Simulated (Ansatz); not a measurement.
RuS

```
CELL_PARAMETERS angstrom
5.20104 0.00000 0.00000
0.00000 0.00000 -5.20104
0.00000 5.20104 0.00000
ATOMIC_POSITIONS crystal
Ru 0.50000 0.50000 0.00000
Ru 0.00000 0.50000 0.50000
Ru 0.00000 0.00000 0.00000
Ru 0.50000 0.00000 0.50000
S 0.25000 0.75000 0.25000
S 0.75000 0.75000 0.75000
S 0.75000 0.25000 0.25000
S 0.25000 0.25000 0.75000
```

Space group F-43m; started from the zincblende prototype, which need not be the ambient phase; computed pressure about −3 GPa in this cell; computed without spin polarisation.

The calculation used DFT r2SCAN, scalar-relativistic, plane waves, PAW (Ansatz 0.2.0).

Core electrons are frozen (PAW), and the valence fields are smoothed inside the atomic spheres.

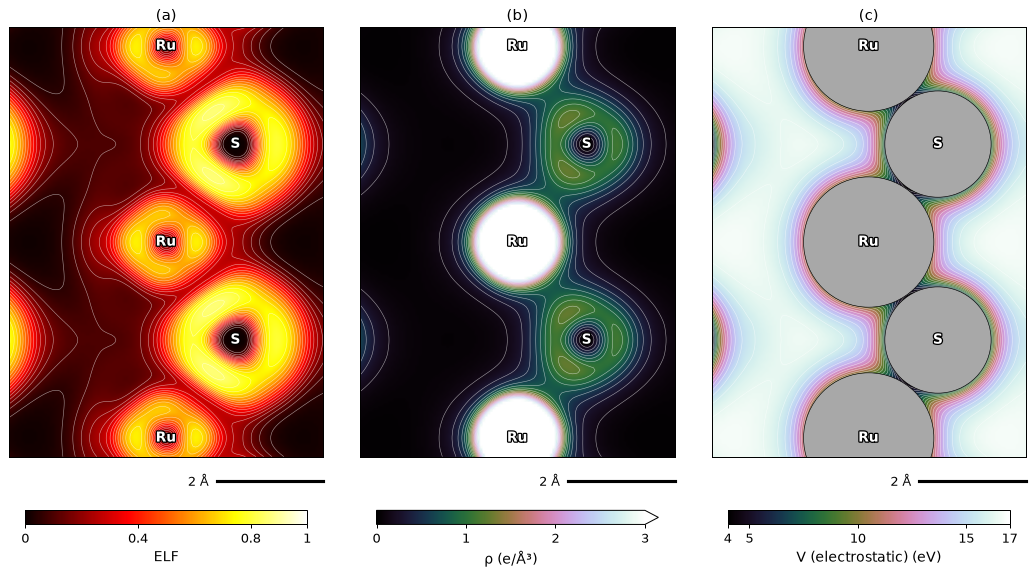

Figure 1. (a) electron localisation function; (b) valence electron density; (c) electrostatic potential energy of an electron on the (101) plane of the conventional cell. Grey discs cover the atomic cores in the potential map.

Read the bonding off the picture.

- The plane passes through Ru and S nuclei.
- Ru–S (2.25 Å): the density is about 0.8 e/Å³ at the midpoint; the ELF peaks at about 0.85 in the valence shell of S, 0.7 Å from its nucleus, and is about 0.45 at the midpoint.
- Between the atoms the lowest density in this plane is 0.03 e/Å³.
- The features right at Ru lie inside the PAW spheres, where the map follows smoothed inner orbitals and isn't to be read closely.
- Outside the cores the potential energy rises away from the atoms and is highest about 2.2 Å from the nearest atoms; its zero is arbitrary.

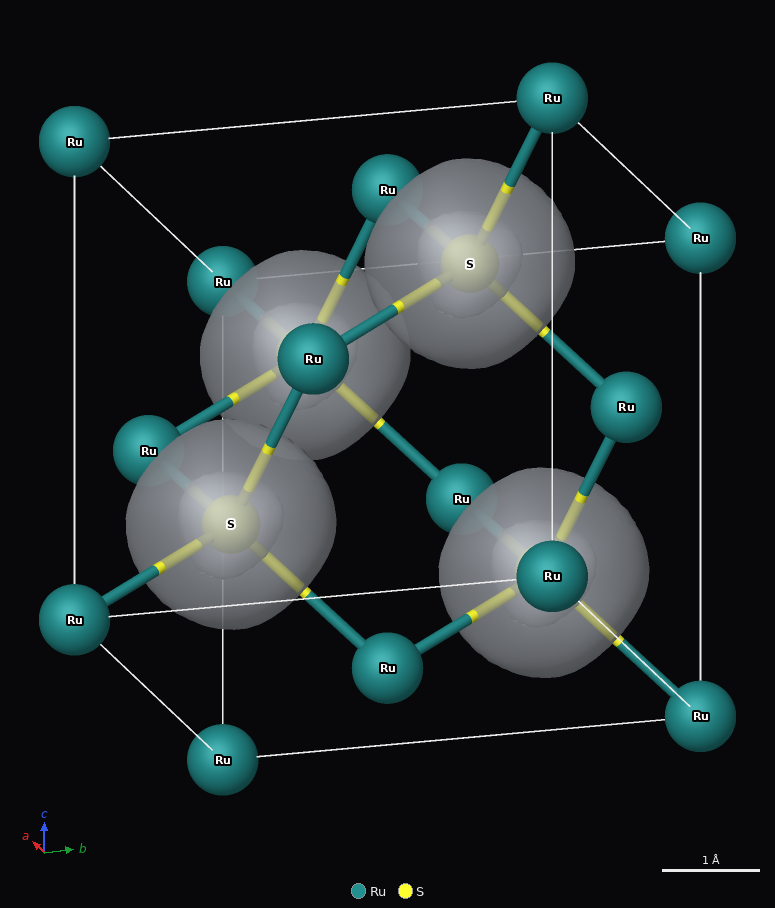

Figure 2. Isosurface of the electron localisation function at 0.65 (grey), seen at an oblique angle. Only the valence region is drawn (cores and ρ < 0.01 e/Å³ removed). Sticks mark near contacts.

Where are the electrons localised?

The surface consists of four regions wrapped around S (the valence shell of each), counted in one cell of 8 atoms. Regions shared between cells count once.

Metal or insulator at this level of theory?

It is gapless in this calculation (a metal or semimetal); semilocal functionals without U, or without the true magnetic order, often close the gap of such compounds.
